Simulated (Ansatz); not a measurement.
**Run report: CuO, geometry relaxation**

System: CuO (4 atoms in the cell).
Method: DFT PBE, scalar-relativistic, plane waves, PAW, no spin polarisation (Ansatz 0.2.0).

The structure derives from an entry of the Crystallography Open Database. Figures and captions count atoms from 1; the log counts them from 0 in places.

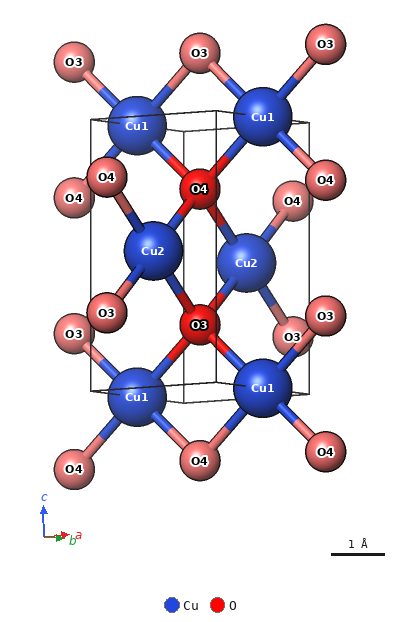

Fig. 1: The input geometry (ball-and-stick view of the cell of the calculation, seen at an oblique angle; neighbours outside the cell are drawn fainter; atoms are numbered from 1 in the order of the input). An atom can appear more than once, as a periodic image. Near neighbours in the periodic cell (some may lie outside the picture): Cu has 4 O at 1.96 Å; O has 4 Cu at 1.96 Å.

Key numbers:

| quantity | value |
| --- | --- |
| outcome | converged |
| space group (tolerance 0.01 Å) | Cccm (66) |
| electrons treated | 50 |
| free energy | −14382.5704 eV |
| Fermi energy | 10.698 eV |
| gap on the k-point mesh | none (metallic) |
| pressure | 0.00 GPa |
| final volume | 44.79 Å³ |
| largest force (length of the vector) at the end | under 0.001 eV/Å |
| final cell | a = 2.949 Å, b = 2.949 Å, c = 5.151 Å, α = 90.01°, β = 90.01°, γ = 89.85° |
| hardware | 1 thread of Intel Xeon @ 2.50GHz (Skylake/Cascade Lake), 189 GiB of memory available, shared host |
| wall time | 97 s |
| peak memory | 0.7 GiB |

The run has no spin polarisation, so a magnetic state may lie lower.

Input:
```yaml
crystal:
  lattice:
    - [2.0814198443, -2.082418997, 0.1629647992]
    - [2.0814198443, 2.082418997, 0.1629647992]
    - [-0.4035310904, 0.0, 5.1352739957]
  atoms:
    - { symbol: Cu, position: [0.0, 0.5, 0.0] }
    - { symbol: Cu, position: [0.5, 0.0, 0.5] }
    - { symbol: O, position: [0.5000828534, 0.4999171466, 0.25] }
    - { symbol: O, position: [0.4999171466, 0.5000828534, 0.75] }
basis:
  ecutwfc: 420
kpoints:
  mp_grid: { grid: [14, 14, 8] }
hamiltonian:
  xc: pbe
scf:
  occupations: { method: gaussian, width: 0.1 }
output:
  forces: true
  stress: true
  eigenvalues: true
  write_density: true
  write_potential: true
  elf: true
  volumetric_format: npy
relax:
  adjacent_minimum: "off"
  f_tol: 0.005
  max_steps: 80
  cell: { stress_tol: 0.05 }
```

Launch command:
```bash
ansatz run input.yaml --threads 1 --pin off --max-ram 2560MiB --backend cpu --events-out ev --progress --plain --runs-dir out
```

The program's output:
```
Engine: ansatz 0.2.0, x86_64-unknown-linux-gnu
Pseudopotentials: kind: paw
Pseudopotential: Cu, paw, valence charge 19, recommended cutoff 420 eV (normal), Cu.paw.azcp
Pseudopotential: O, paw, valence charge 6, recommended cutoff 420 eV (normal), O.paw.azcp
Functional definition: PBE
  parameter kappa = 0.804
  parameter beta = 0.06672455060314922
  exchange = pbe_x(kappa = kappa, mu = beta*pi^2/3)
  correlation = pbe_c(beta = beta)
Crystal: 4 atoms, lattice volume = 44.790 Å³
Basis set: ecut = 420 eV, 845 PW (Γ), exchange–correlation on 40×40×72 points (8 copies of the dense FFT grid, shifted against one another)
Bands: 30, of which v1, the nominal top of the filled ones, is band 25 counted from 1 (24 counted from 0)
Symmetry: 4 space group operations
Space group: C2/c (ITA 15), of the structure as read, at distance tolerance 3.6e-5 Å
k-points: 429 of 1568
Non-local potential: Cu, projectors of the file, l = 0: 3, l = 1: 2, l = 2: 3, l = 3: 1
Non-local potential: O, projectors of the file, l = 0: 2, l = 1: 2, l = 2: 1
PAW form: soft (Blöchl's): semilocal exchange-correlation on the pseudo side does not see the compensation charge
PAW one-centre angular grid: Cu, 590 points (default); XC on 64 Gauss nodes
PAW one-centre angular grid: O, 110 points (default); XC on 64 Gauss nodes
Initial density: superposition of atomic densities (neutral atoms: chi_scale 0, normalization atom), corrected by the library's trained network
Initial wavefunctions: pseudopotential atomic-orbital guess
Functional: x = pbe(κ = 0.804, μ = 0.2195149727645171), c = pbe(β = 0.06672455060314922)
SCF iter   1: F=—  HF=-14382.571050 eV  |F-HF|=—  |Δ(HF+E_count)|=         —  Δρ=5.58e-3  dr2=4.48e-3  ethr=1.77e-3  ⟨swp⟩=5.0  Hψ=45456  notcnv=0
preconditioner: auto → LDOS  [metal: Δε(μ)=0.008 eV  Ē_g=11.039 eV  σ=0.100 eV  W_gap=0.05  n_scr=16 (ndim 8)  ℏωp=32.4 eV  f_vac=0.049  D(μ)=2.55/eV (n_scr^D=20)  β→1.0]
SCF iter   2: F=—  HF=-14382.570599 eV  |F-HF|=—  |Δ(HF+E_count)|=   4.50e-4  Δρ=1.58e-3  dr2=4.55e-4  ethr=8.96e-6  ⟨swp⟩=2.0  Hψ=22953  notcnv=0
SCF iter   3: F=—  HF=-14382.570520 eV  |F-HF|=—  |Δ(HF+E_count)|=   7.95e-5  Δρ=5.34e-4  dr2=8.35e-5  ethr=9.11e-7  ⟨swp⟩=2.0  Hψ=20045  notcnv=0
SCF iter   4: F=—  HF=-14382.570386 eV  |F-HF|=—  |Δ(HF+E_count)|=   1.34e-4  Δρ=6.01e-4  dr2=9.93e-5  ethr=1.67e-7  ⟨swp⟩=2.0  Hψ=23506  notcnv=0
SCF iter   5: F=—  HF=-14382.570366 eV  |F-HF|=—  |Δ(HF+E_count)|=   1.98e-5  Δρ=1.92e-4  dr2=9.41e-6  ethr=1.67e-7  ⟨swp⟩=2.0  Hψ=16064  notcnv=0
SCF iter   6: F=—  HF=-14382.570364 eV  |F-HF|=—  |Δ(HF+E_count)|=   1.62e-6  Δρ=4.92e-5  dr2=7.24e-7  ethr=1.88e-8  ⟨swp⟩=2.0  Hψ=15939  notcnv=0
SCF iter   7: F=-14382.570364 eV  HF=-14382.570364 eV  |F-HF|=1.13e-8  |Δ(HF+E_count)|=   1.12e-7  Δρ=6.61e-6  dr2=1.21e-8  ethr=2.00e-10  ⟨swp⟩=7.0  Hψ=82702  notcnv=0
SCF 1 converged in 7 iterations: F = -14382.570364 eV  dr2 = 1.21e-8
  greatest PAW one-centre occupation: 1.000 electrons in one spin orbital (limit 2), on the Cu atom at site 0 (counted from 0), in its partial waves of l = 0
relax step   1: F+E_penalty+E_count = -14382.57036402 eV  Δ(F+E_penalty+E_count) = +0.000e0 eV  max|allowed force component| = 2.269e-4 eV/Å  Δτ_max = 0.0000 Å  P = +0.003 GPa  Ω = 44.790 Å³  (7 SCF iters, dr2 threshold 1.00e-7 eV, accepted)
Initial density: handed on by an earlier stage of this run
Initial wavefunctions: pseudopotential atomic-orbital guess (no wavefunctions were taken with the density)
iter 1 solved again at ethr=9.35e-8 eV; its pass at ethr=3.10e-3 eV (dr2=4.68e-5 eV) is discarded
SCF iter   1: F=—  HF=-14382.570496 eV  |F-HF|=—  |Δ(HF+E_count)|=         —  Δρ=6.21e-6  dr2=8.98e-9  ethr=9.35e-8  ⟨swp⟩=3.0  Hψ=78851  notcnv=0
eigensolver tolerance schedule: the retry pair's looser diagonalisation over-reported the residual by 5206.99 of it (diagonalisation noise at 0.19 of the residual, at the tolerance the schedule requests for it); recorded, not acted on — ethr = c·dr2/N_el stays at c = 1.0e-1
preconditioner: auto → LDOS  [metal: Δε(μ)=0.011 eV  Ē_g=11.035 eV  σ=0.100 eV  W_gap=0.06  n_scr=16 (ndim 8)  ℏωp=32.4 eV  f_vac=0.048  D(μ)=2.59/eV (n_scr^D=20)  β→1.0]
SCF iter   2: F=—  HF=-14382.570364 eV  |F-HF|=—  |Δ(HF+E_count)|=   1.32e-4  Δρ=4.94e-6  dr2=6.49e-9  ethr=1.80e-11  ⟨swp⟩=2.3  Hψ=24029  notcnv=0
SCF iter   3: F=—  HF=-14382.570364 eV  |F-HF|=—  |Δ(HF+E_count)|=   2.00e-9  Δρ=3.67e-6  dr2=4.23e-9  ethr=1.30e-11  ⟨swp⟩=2.1  Hψ=22852  notcnv=0
SCF iter   4: F=—  HF=-14382.570364 eV  |F-HF|=—  |Δ(HF+E_count)|=  2.91e-10  Δρ=2.57e-6  dr2=1.75e-9  ethr=8.46e-12  ⟨swp⟩=1.0  Hψ=12870  notcnv=0
SCF iter   5: F=—  HF=-14382.570364 eV  |F-HF|=—  |Δ(HF+E_count)|=  3.64e-10  Δρ=7.45e-7  dr2=7.66e-11  ethr=3.49e-12  ⟨swp⟩=2.0  Hψ=15947  notcnv=0
SCF iter   6: F=-14382.570364 eV  HF=-14382.570364 eV  |F-HF|=1.09e-11  |Δ(HF+E_count)|=  2.91e-11  Δρ=1.51e-7  dr2=8.31e-12  ethr=1.00e-12  ⟨swp⟩=5.0  Hψ=56573  notcnv=0
SCF 2 converged in 6 iterations: F = -14382.570364 eV  dr2 = 8.31e-12
  greatest PAW one-centre occupation: 1.000 electrons in one spin orbital (limit 2), on the Cu atom at site 1 (counted from 0), in its partial waves of l = 0
relax step   2: F+E_penalty+E_count = -14382.57036403 eV  Δ(F+E_penalty+E_count) = -1.008e-8 eV  max|allowed force component| = 2.269e-4 eV/Å  Δτ_max = 0.0000 Å  P = +0.003 GPa  Ω = 44.790 Å³  stress off target by 2.13e-2 GPa  SCF on the basis re-selected at this cell (its energy is not comparable with the rows above)  (6 SCF iters)
```

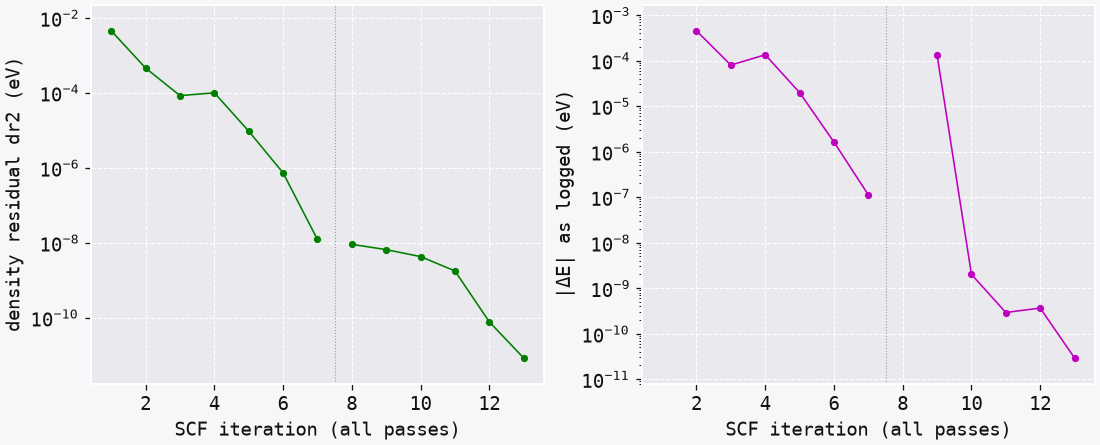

Fig. 2: Convergence of the self-consistent field: density residual dr2 and size of the energy change against the SCF iteration. The dotted lines part the SCF passes of the relaxation: geometry steps, rejected trials and re-solves on a re-selected basis. The passes take 7 and 6 iterations.

```
basis re-selected at this cell: Δ(F+E_penalty+E_count) = -1.008e-8 eV, ΔP = -0.000 GPa vs the last step (what re-selecting the basis moved, of the pressure what is left beyond the Pulay correction that the steps carried, after the strain that the cell walked since its last selection, with what the two solves' SCF thresholds leave and, on support functions, any second-order correction that the steps lacked; it is no measure of the basis error at this ecutwfc). This SCF's stress stands 2.13e-2 GPa from its target on what of the cell is left free (relax.cell.stress_tol is 5.00e-2 GPa) and its largest allowed force component is 2.27e-4 eV/Å (relax.f_tol is 5.00e-3 eV/Å): within both
SCF converged after 6 iterations
Free energy (F): -14382.570364 eV
Harris-Foulkes:  -14382.570364 eV  (|F-HF|=1.09e-11)
Internal energy: -14382.557429 eV  (E = F + TS)
E sigma→0 (E₀):  -14382.563897 eV
Entropy (-TS):   -0.012935 eV (-3.234 meV/atom)
Fermi energy:    10.698385 eV
--- Per-component energies (eV) ---
  E_band       = -934.358070
  E_kinetic    = 941.021368
  E_local      = -10195.949969  (includes V_loc(G=0)·N_el)
  E_nonlocal   = 876.018763
  E_hartree    = 4412.981207
  E_xc         = -323.248379
  E_vxc        = -414.859243  (∫ρ·V_xc dr)
  E_paw        = -3637.432293  (= ΣΔE_a)
  E_vpaw       = -966.556674  (= ΣTr[D̂ρ^β])
  E_aug_tail   = 0.005529  (compensation charges beyond the density's cutoff)
  E_ewald      = -6455.953655
  E_smearing   = -0.012935  (= −TS)
  E_closure    = -0.000000  (closes the sum)
  Σ components = -14382.570364   (vs F -14382.570364, Δ=0.00e0)
--- Forces (eV/Å), atoms counted from 1 ---
  atom   1  Cu     0.00000000     0.00000000    -0.00000000
  atom   2  Cu    -0.00000000     0.00000000     0.00000000
  atom   3  O     -0.00000000     0.00022692     0.00000000
  atom   4  O      0.00000000    -0.00022692    -0.00000000
  max |Σ_I F_I| component: 2.71e-20 eV/Å
--- Stress (GPa, compression-positive) ---
       -0.019965      -0.000000      -0.000094
       -0.000000       0.021319       0.000000
       -0.000094       0.000000       0.006606
  P = ⅓ Tr σ = 0.0027 GPa (0.027 kbar)
--- Band table (eV; the first three rows and the last of 429) ---
  k-point 0: bands = ["-102.0053", "-102.0050", "-59.4995", "-59.4995", "-59.4655", "-59.4602", "-59.1622", "-59.1621", "-9.0813", "-7.7776", "2.6274", "5.2866", "5.2919", "6.9950", "7.2249", "7.2253", "7.4445", "7.7392", "8.2333", "8.3221", "8.3242", "8.3407", "8.4311", "8.8003", "11.3512", "11.3573", "12.0363", "16.7185", "17.8997", "23.7921"]
  k-point 1: bands = ["-102.0053", "-102.0050", "-59.4995", "-59.4995", "-59.4653", "-59.4604", "-59.1621", "-59.1621", "-9.0399", "-7.8384", "2.7808", "5.2920", "5.2969", "6.9892", "7.1454", "7.1455", "7.4279", "7.4452", "8.2888", "8.3441", "8.4276", "8.4490", "8.4513", "8.7620", "11.2843", "11.2901", "12.2590", "16.2172", "18.5353", "23.8426"]
  k-point 2: bands = ["-102.0052", "-102.0050", "-59.4995", "-59.4995", "-59.4647", "-59.4610", "-59.1622", "-59.1621", "-8.9192", "-8.0050", "3.2205", "5.3052", "5.3090", "6.5485", "6.9931", "6.9932", "7.1873", "7.4412", "8.3342", "8.3538", "8.4177", "8.6613", "8.7307", "8.7332", "11.1071", "11.1122", "12.7901", "15.4794", "19.6528", "23.9983"]
  k-point 428: bands = ["-102.0041", "-102.0041", "-59.5098", "-59.5098", "-59.4609", "-59.4609", "-59.1704", "-59.1704", "-7.7550", "-7.7550", "4.8881", "4.8881", "5.0151", "5.0151", "5.3234", "5.3234", "7.8298", "7.8298", "8.3575", "8.3575", "8.8019", "8.8019", "9.2837", "9.2837", "10.1752", "10.1752", "14.6467", "14.6467", "20.9831", "20.9831"]
--- Relaxed structure (1 steps of the walk, 1 accepted, 1 SCFs on fresh bases) ---
  F+E_penalty+E_count = -14382.57036403 eV   max|allowed force component| = 2.269e-4 eV/Å   (the final SCF, on the basis selected at the relaxed cell)
  cell:  # Å, volume = 44.7904 Å³
    - [2.0814198443, -2.082418997, 0.1629647992]
    - [2.0814198443, 2.082418997, 0.1629647992]
    - [-0.4035310904, 0.0, 5.1352739957]
  atoms:
    - { symbol: Cu, position: [-4.90059381963448e-17, 0.5000000000000001, 0.0] }
    - { symbol: Cu, position: [0.5000000000000001, -3.469446951953614e-17, 0.5000000000000001] }
    - { symbol: O, position: [0.5000828534, 0.4999171466000001, 0.25000000000000006] }
    - { symbol: O, position: [0.49991714660000003, 0.5000828533999999, 0.7500000000000001] }
```

Trajectory as extended XYZ (Å, eV, eV/Å), 2 frames, from step=1 to step=2:
```
4
Lattice="2.0814 -2.0824 0.1630 2.0814 2.0824 0.1630 -0.4035 0.0000 5.1353" Properties=species:S:1:pos:R:3:forces:R:3 step=1 energy=-14382.57036 pressure_GPa=0.00
Cu    1.0407    1.0412    0.0815    0.0000   0.0000   0.0000
Cu    0.8389   -1.0412    2.6491    0.0000   0.0000   0.0000
O     1.9805   -0.0003    1.4468    0.0000   0.0002   0.0000
O     1.7788    0.0003    4.0144    0.0000  -0.0002   0.0000
4
Lattice="2.0814 -2.0824 0.1630 2.0814 2.0824 0.1630 -0.4035 0.0000 5.1353" Properties=species:S:1:pos:R:3:forces:R:3 step=2 energy=-14382.57036 pressure_GPa=0.00
Cu    1.0407    1.0412    0.0815    0.0000   0.0000   0.0000
Cu    0.8389   -1.0412    2.6491    0.0000   0.0000   0.0000
O     1.9805   -0.0003    1.4468    0.0000   0.0002   0.0000
O     1.7788    0.0003    4.0144    0.0000  -0.0002   0.0000
```

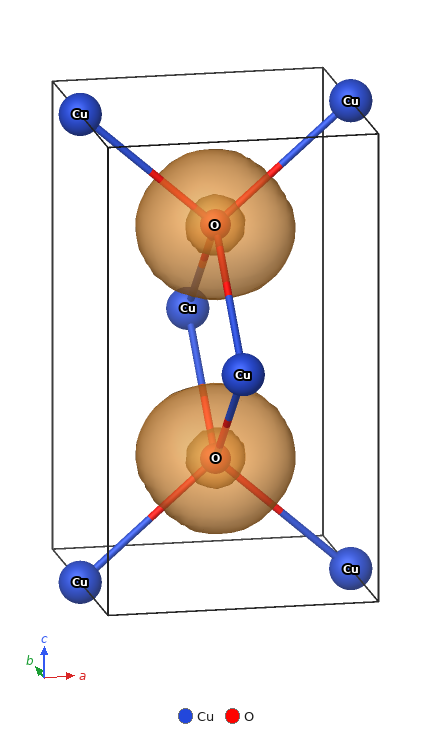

Fig. 3: Isosurface of the ELF at 0.65 (orange), seen slightly off an axis. Core shells and regions of very low density are left out. Sticks mark near contacts. The outline is the cell set on symmetry axes. Along the contacts the grid gives the following. Cu–O (1.96 Å): the ELF is about 0.20 at the midpoint; a polar contact without a shared pair, in a metal. In a PAW calculation such maps are meaningful between the atoms, not at the nuclei.

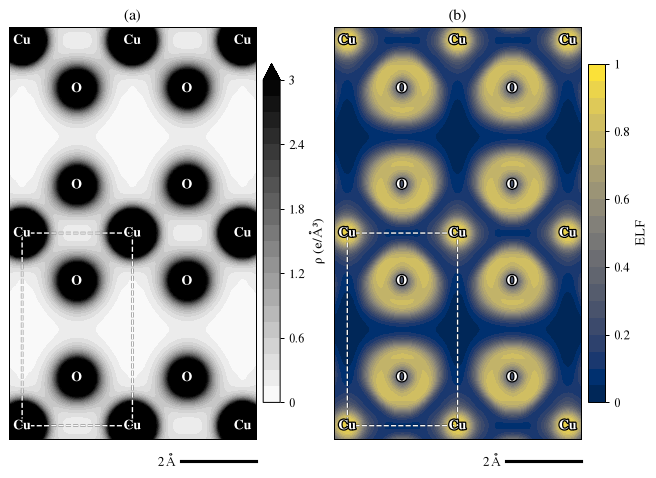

Fig. 4: (a) valence pseudo-density; (b) electron localisation function on the (010) plane of the conventional cell. Atoms in the plane: Cu and O. Cu–O (1.96 Å): ρ is about 0.64 e/Å³ halfway; the ELF is about 0.20 at the midpoint; a polar contact without a shared pair, in a metal. Away from the nuclei the density in this plane falls to 0.03 e/Å³ at its lowest. The strong features right at Cu lie inside the PAW spheres (semicore, d or f shells) and say nothing about bonding.
